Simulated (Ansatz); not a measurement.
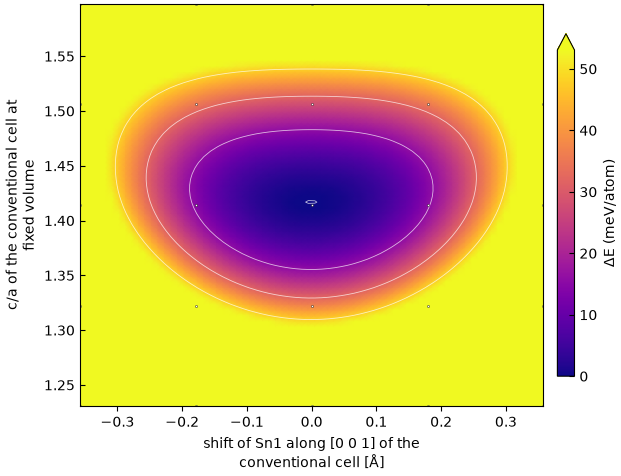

SnSe (Fm-3m, No. 225; 4 atoms in the cell). The energy is mapped over a free internal coordinate and the cell. The first coordinate is: shift of Sn1 along [0 0 1] of the conventional cell, Cartesian (0 0 1), its symmetry partners moved as symmetry demands (measured in the relaxed cell); the second: c/a of the conventional cell at fixed volume. Nothing is relaxed (all other coordinates fixed). The grid has 5 × 5 points. Points are written as (first, second). Energies: meV/atom, counted from the lowest grid point. The band gap closes in part of the range. These are results of Ansatz 0.2.0, DFT PBE+D3(BJ), scalar-relativistic, plane waves, PAW, not measurements. Settings: cutoff 420 eV, k-mesh 8×8×6 in the order of the run's cell vectors, gaussian smearing 0.03 eV, no spin polarisation.

Drawn: a smooth colour map with a few white contour lines, dots at the grid points, one colour for all values above the top of the scale. Between grid points the surface is interpolated.

Where is the minimum, and how stiff is the well along each coordinate?

Answer. The interpolated minimum is at the first coordinate ≈ 0.00 Å, the second coordinate ≈ 1.414. The curvatures there are about 2.8 eV/Å² and 30 eV, with a cross term of about 0 eV/Å (per cell of 4 atoms). Round the minimum the two coordinates are nearly uncoupled.
